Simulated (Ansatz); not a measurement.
Run report: Al₃₂As₃₂, single-point calculation (part 1 of 2)

- system: Al₃₂As₃₂ (F-43m, 64 atoms in the cell)
- method: DFT, HSE06, PAW, plane waves (Ansatz 0.2.0)

The structure was built on a prototype by a generator.

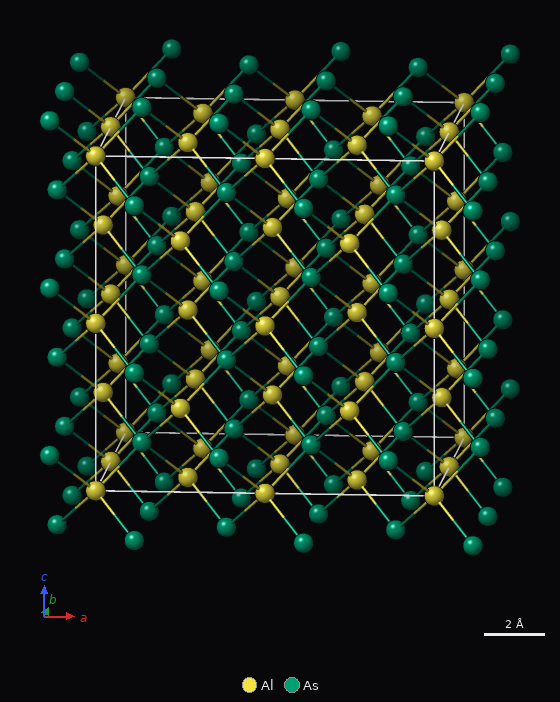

The input geometry (ball-and-stick view of the cell of the calculation, seen at an oblique angle; bonded neighbours outside the cell are drawn too). Near neighbours in the crystal (not all of them lie inside the picture): Al has 4 As at 2.46 Å; As has 4 Al at 2.46 Å.

## Input
```yaml
crystal:
  lattice:
    - [11.348197, 0.000000, 0.000000]
    - [0.000000, 11.348197, 0.000000]
    - [0.000000, 0.000000, 11.348197]
  atoms:
    - { symbol: Al, position: [0.000000, 0.000000, 0.000000] }
    - { symbol: Al, position: [0.000000, 0.000000, 0.500000] }
    - { symbol: Al, position: [0.000000, 0.500000, 0.000000] }
    - { symbol: Al, position: [0.000000, 0.500000, 0.500000] }
    - { symbol: Al, position: [0.500000, 0.000000, 0.000000] }
    - { symbol: Al, position: [0.500000, 0.000000, 0.500000] }
    - { symbol: Al, position: [0.500000, 0.500000, 0.000000] }
    - { symbol: Al, position: [0.500000, 0.500000, 0.500000] }
    - { symbol: Al, position: [0.250000, 0.250000, 0.000000] }
    - { symbol: Al, position: [0.250000, 0.250000, 0.500000] }
    - { symbol: Al, position: [0.250000, 0.750000, 0.000000] }
    - { symbol: Al, position: [0.250000, 0.750000, 0.500000] }
    - { symbol: Al, position: [0.750000, 0.250000, 0.000000] }
    - { symbol: Al, position: [0.750000, 0.250000, 0.500000] }
    - { symbol: Al, position: [0.750000, 0.750000, 0.000000] }
    - { symbol: Al, position: [0.750000, 0.750000, 0.500000] }
    - { symbol: Al, position: [0.250000, 0.000000, 0.250000] }
    - { symbol: Al, position: [0.250000, 0.000000, 0.750000] }
    - { symbol: Al, position: [0.250000, 0.500000, 0.250000] }
    - { symbol: Al, position: [0.250000, 0.500000, 0.750000] }
    - { symbol: Al, position: [0.750000, 0.000000, 0.250000] }
    - { symbol: Al, position: [0.750000, 0.000000, 0.750000] }
    - { symbol: Al, position: [0.750000, 0.500000, 0.250000] }
    - { symbol: Al, position: [0.750000, 0.500000, 0.750000] }
    - { symbol: Al, position: [0.000000, 0.250000, 0.250000] }
    - { symbol: Al, position: [0.000000, 0.250000, 0.750000] }
    - { symbol: Al, position: [0.000000, 0.750000, 0.250000] }
    - { symbol: Al, position: [0.000000, 0.750000, 0.750000] }
    - { symbol: Al, position: [0.500000, 0.250000, 0.250000] }
    - { symbol: Al, position: [0.500000, 0.250000, 0.750000] }
    - { symbol: Al, position: [0.500000, 0.750000, 0.250000] }
    - { symbol: Al, position: [0.500000, 0.750000, 0.750000] }
    - { symbol: As, position: [0.125000, 0.125000, 0.125000] }
    - { symbol: As, position: [0.125000, 0.125000, 0.625000] }
    - { symbol: As, position: [0.125000, 0.625000, 0.125000] }
    - { symbol: As, position: [0.125000, 0.625000, 0.625000] }
    - { symbol: As, position: [0.625000, 0.125000, 0.125000] }
    - { symbol: As, position: [0.625000, 0.125000, 0.625000] }
    - { symbol: As, position: [0.625000, 0.625000, 0.125000] }
    - { symbol: As, position: [0.625000, 0.625000, 0.625000] }
    - { symbol: As, position: [0.375000, 0.375000, 0.125000] }
    - { symbol: As, position: [0.375000, 0.375000, 0.625000] }
    - { symbol: As, position: [0.375000, 0.875000, 0.125000] }
    - { symbol: As, position: [0.375000, 0.875000, 0.625000] }
    - { symbol: As, position: [0.875000, 0.375000, 0.125000] }
    - { symbol: As, position: [0.875000, 0.375000, 0.625000] }
    - { symbol: As, position: [0.875000, 0.875000, 0.125000] }
    - { symbol: As, position: [0.875000, 0.875000, 0.625000] }
    - { symbol: As, position: [0.375000, 0.125000, 0.375000] }
    - { symbol: As, position: [0.375000, 0.125000, 0.875000] }
    - { symbol: As, position: [0.375000, 0.625000, 0.375000] }
    - { symbol: As, position: [0.375000, 0.625000, 0.875000] }
    - { symbol: As, position: [0.875000, 0.125000, 0.375000] }
    - { symbol: As, position: [0.875000, 0.125000, 0.875000] }
    - { symbol: As, position: [0.875000, 0.625000, 0.375000] }
    - { symbol: As, position: [0.875000, 0.625000, 0.875000] }
    - { symbol: As, position: [0.125000, 0.375000, 0.375000] }
    - { symbol: As, position: [0.125000, 0.375000, 0.875000] }
    - { symbol: As, position: [0.125000, 0.875000, 0.375000] }
    - { symbol: As, position: [0.125000, 0.875000, 0.875000] }
    - { symbol: As, position: [0.625000, 0.375000, 0.375000] }
    - { symbol: As, position: [0.625000, 0.375000, 0.875000] }
    - { symbol: As, position: [0.625000, 0.875000, 0.375000] }
    - { symbol: As, position: [0.625000, 0.875000, 0.875000] }
  symmetry: { detect: false }
kpoints:
  mp_grid: { grid: [1, 1, 1], shift: [0.25, 0.25, 0.25] }
hamiltonian:
  xc: hse06
scf:
  occupations: { method: fermi_dirac, width: 0.01 }
output:
  forces: true
  eigenvalues: true
  populations: true
  eigenstates: { kpoints: [[0.25, 0.25, 0.25]], e_range: [-6.0, 6.0], localisation: true }
```

Run on 1 × NVIDIA GB300, 8 threads of Arm Neoverse-V2, shared host.

## What the program printed
```
Pseudopotentials: kind: paw
Functional definition: HSE06
  parameter a = 0.25
  parameter omega = 0.11/bohr
  exchange = pbe_x - a*pbe_x_sr(omega) + a*exact_x_sr(omega)
  correlation = pbe_c
Crystal: 64 atoms, lattice volume = 1461.439 Å³
Basis set: ecut = 420 eV, 28425 PW (Γ), exchange–correlation on 160×160×160 points (8 copies of the dense FFT grid, shifted against one another)
Bands: 352, of which v1, the nominal top of the filled ones, is band 288 counted from 1 (287 counted from 0)
Symmetry: 1 space group operations
k-points: 1
Non-local potential: Al, projectors of the file, l = 0: 2, l = 1: 2, l = 2: 1
Non-local potential: As, projectors of the file, l = 0: 2, l = 1: 2, l = 2: 3, l = 3: 1
PAW form: soft (Blöchl's): semilocal exchange-correlation on the pseudo side does not see the compensation charge
PAW frozen core: Al, regenerated for the run's functional, and the local potential with it (the file was generated under x = pbe(κ = 0.804, μ = 0.2195149727645171), c = pbe(β = 0.06672455060314922))
PAW frozen core: As, regenerated for the run's functional, and the local potential with it (the file was generated under x = pbe(κ = 0.804, μ = 0.2195149727645171), c = pbe(β = 0.06672455060314922))
PAW one-centre angular grid: Al, 110 points (default); XC on 64 Gauss nodes
PAW one-centre angular grid: As, 590 points (default); XC on 64 Gauss nodes
Initial density: superposition of atomic densities (neutral atoms: chi_scale 0, normalization atom), corrected by the library's trained network
Initial wavefunctions: pseudopotential atomic-orbital guess
Functional: x = pbe(κ = 0.804, μ = 0.2195149727645171), c = pbe(β = 0.06672455060314922), warm-up for x = pbe(κ = 0.804, μ = 0.2195149727645171) + 0.25 (exact − pbe) at short range (hse, ω = 0.20786987370883472 Å⁻¹), c = pbe(β = 0.06672455060314922); HSE06 as pw.x's `hse` composes it (authors' and Libxc's form: `xc: wpbeh`)
SCF iter   1: F=—  HF=-172627.349764 eV  |F-HF|=—  |Δ(HF+E_count)|=         —  Δρ=2.19e-3  dr2=1.05e-1  ethr=1.77e-3  ⟨swp⟩=15.0  Hψ=1545  notcnv=0
preconditioner: auto → none  [insulator: Δε(μ)=2.034 eV  Ē_g=8.362 eV  σ=0.010 eV  W_gap=1.00  n_scr=304 (ndim 8)  ℏωp=15.5 eV  f_vac=0.006  D(μ)=0.00/eV (n_scr^D=0)]
SCF iter   2: F=—  HF=-172627.337883 eV  |F-HF|=—  |Δ(HF+E_count)|=   1.19e-2  Δρ=8.89e-4  dr2=1.19e-2  ethr=1.82e-5  ⟨swp⟩=11.0  Hψ=1217  notcnv=0
iter 3 solved again at ethr=1.61e-7 eV; its pass at ethr=2.07e-6 eV (dr2=9.26e-4 eV) is discarded
SCF iter   3: F=—  HF=-172627.339520 eV  |F-HF|=—  |Δ(HF+E_count)|=   1.64e-3  Δρ=2.49e-4  dr2=8.73e-4  ethr=1.61e-7  ⟨swp⟩=3.0  Hψ=1625  notcnv=0
SCF iter   4: F=-172627.339576 eV  HF=-172627.339551 eV  |F-HF|=2.49e-5  |Δ(HF+E_count)|=   3.06e-5  Δρ=6.55e-5  dr2=4.06e-5  ethr=1.52e-7  ⟨swp⟩=5.0  Hψ=948  notcnv=0
SCF 1 stopped early in 4 iterations: F = -172627.339576 eV  dr2 = 4.06e-5
  greatest PAW one-centre occupation: 0.999 electrons in one spin orbital (limit 2), on the As atom at site 49 (counted from 0), in its partial waves of l = 2
Initial density: handed on by an earlier stage of this run
Initial wavefunctions: those handed on with the density
Functional: x = pbe(κ = 0.804, μ = 0.2195149727645171) + 0.25 (exact − pbe) at short range (hse, ω = 0.20786987370883472 Å⁻¹), c = pbe(β = 0.06672455060314922); HSE06 as pw.x's `hse` composes it (authors' and Libxc's form: `xc: wpbeh`)
Exchange kernel: α = 0.2500, screened, ω = 0.2079 Å⁻¹, Wigner–Seitz truncation, v(0) = 960.1209 eV·Å³, q-mesh 1×1×1, nearest image of the exchange supercell L = 11.35 Å, pair-density grid 48×48×48, without the augmentation charges, whose exchange is taken in its separable form (sized by the pseudopotential files, 80×80×80 at the most)
Frozen-core exchange: fock
SCF iter   1: F=—  HF=-172682.758545 eV  |F-HF|=—  |Δ(HF+E_count)|=         —  Δρ=4.21e-3  dr2=1.72e-1  ethr=7.04e-8  ⟨swp⟩=14.0  Hψ=2184  notcnv=0
preconditioner: auto → none  [insulator: Δε(μ)=2.739 eV  Ē_g=9.614 eV  σ=0.010 eV  W_gap=1.00  n_scr=304 (ndim 8)  ℏωp=15.5 eV  f_vac=0.005  D(μ)=0.00/eV (n_scr^D=0)]
SCF iter   2: F=—  HF=-172682.513396 eV  |F-HF|=—  |Δ(HF+E_count)|=   2.45e-1  Δρ=2.01e-3  dr2=4.06e-2  ethr=7.04e-8  ⟨swp⟩=6.0  Hψ=1636  notcnv=0
SCF iter   3: F=—  HF=-172682.506729 eV  |F-HF|=—  |Δ(HF+E_count)|=   6.67e-3  Δρ=8.85e-4  dr2=1.45e-2  ethr=7.04e-8  ⟨swp⟩=4.0  Hψ=1400  notcnv=0
SCF iter   4: F=—  HF=-172682.649298 eV  |F-HF|=—  |Δ(HF+E_count)|=   1.43e-1  Δρ=7.53e-4  dr2=3.48e-3  ethr=7.04e-8  ⟨swp⟩=6.0  Hψ=1563  notcnv=0
SCF iter   5: F=—  HF=-172682.647953 eV  |F-HF|=—  |Δ(HF+E_count)|=   1.34e-3  Δρ=2.75e-4  dr2=1.43e-3  ethr=7.04e-8  ⟨swp⟩=4.0  Hψ=1007  notcnv=0
SCF iter   6: F=—  HF=-172682.647559 eV  |F-HF|=—  |Δ(HF+E_count)|=   3.94e-4  Δρ=6.99e-5  dr2=3.27e-4  ethr=7.04e-8  ⟨swp⟩=4.0  Hψ=979  notcnv=0
SCF iter   7: F=—  HF=-172682.647514 eV  |F-HF|=—  |Δ(HF+E_count)|=   4.50e-5  Δρ=1.95e-5  dr2=2.53e-4  ethr=3.84e-8  ⟨swp⟩=3.0  Hψ=677  notcnv=0
SCF iter   8: F=-172682.649774 eV  HF=-172682.649795 eV  |F-HF|=2.11e-5  |Δ(HF+E_count)|=   2.28e-3  Δρ=6.35e-5  dr2=4.99e-5  ethr=3.12e-9  ⟨swp⟩=6.0  Hψ=1460  notcnv=0
SCF 2 stopped early in 8 iterations: F = -172682.649774 eV  dr2 = 4.99e-5
  Residual-converged pass: ⟨swp⟩=3.0  Hψ=767  notcnv=0  max |occ|·‖R‖ = 4.4e-6 eV (tolerance 6.7e-6 eV)  dr2=4.99e-5  dr2_onsite=8.36e-6  max |Δocc| = 0.0e0
  greatest PAW one-centre occupation: 0.999 electrons in one spin orbital (limit 2), on the As atom at site 51 (counted from 0), in its partial waves of l = 2
hybrid outer 1: dexx = +1.648e-1 eV, tail = 8.68e-4 eV
SCF iter   1: F=—  HF=-172682.655546 eV  |F-HF|=—  |Δ(HF+E_count)|=         —  Δρ=4.32e-5  dr2=1.51e-5  ethr=7.53e-7  ⟨swp⟩=8.0  Hψ=759  notcnv=0
preconditioner: auto → none  [insulator: Δε(μ)=2.749 eV  Ē_g=9.611 eV  σ=0.010 eV  W_gap=1.00  n_scr=304 (ndim 8)  ℏωp=15.5 eV  f_vac=0.006  D(μ)=0.00/eV (n_scr^D=0)]
SCF iter   2: F=—  HF=-172682.655554 eV  |F-HF|=—  |Δ(HF+E_count)|=   8.42e-6  Δρ=8.04e-6  dr2=2.15e-6  ethr=2.43e-9  ⟨swp⟩=4.0  Hψ=1274  notcnv=0
SCF iter   3: F=—  HF=-172682.655562 eV  |F-HF|=—  |Δ(HF+E_count)|=   7.99e-6  Δρ=4.97e-6  dr2=4.00e-7  ethr=1.50e-10  ⟨swp⟩=6.0  Hψ=1214  notcnv=0
SCF iter   4: F=—  HF=-172682.655562 eV  |F-HF|=—  |Δ(HF+E_count)|=   7.37e-8  Δρ=1.65e-6  dr2=1.15e-7  ethr=5.20e-11  ⟨swp⟩=4.0  Hψ=825  notcnv=0
SCF iter   5: F=-172682.655562 eV  HF=-172682.655562 eV  |F-HF|=3.86e-8  |Δ(HF+E_count)|=   1.09e-7  Δρ=8.50e-7  dr2=1.36e-8  ethr=1.79e-11  ⟨swp⟩=7.0  Hψ=921  notcnv=0  defer=12
SCF 3 converged in 5 iterations: F = -172682.655562 eV  dr2 = 1.36e-8
  Residual-converged pass: ⟨swp⟩=3.0  Hψ=725  notcnv=0  max |occ|·‖R‖ = 2.2e-6 eV (tolerance 2.5e-6 eV)  dr2=1.38e-8  dr2_onsite=4.81e-8  max |Δocc| = 0.0e0
  greatest PAW one-centre occupation: 0.999 electrons in one spin orbital (limit 2), on the As atom at site 52 (counted from 0), in its partial waves of l = 2
```

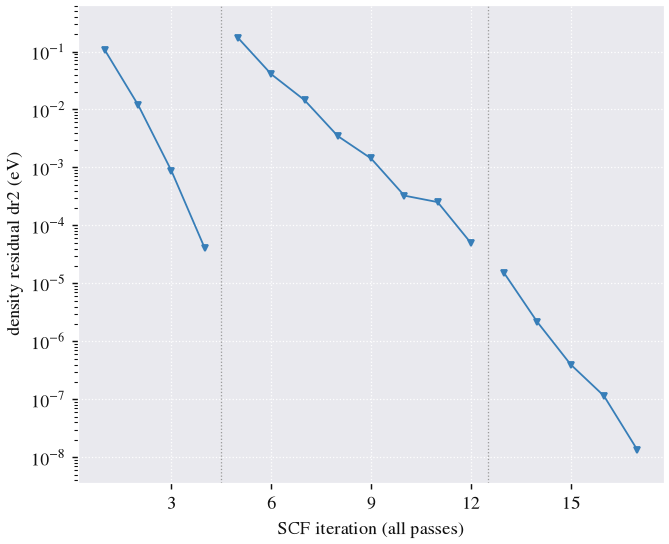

Convergence of the self-consistent field: density residual dr2 against the SCF iteration. The run starts with a semilocal functional; after that each stretch between dotted lines is one SCF of the hybrid functional between two exact rebuilds of the exchange operator by the outer loop. Early passes are stopped at a loose threshold. The passes take 4, 8 and 5 iterations.
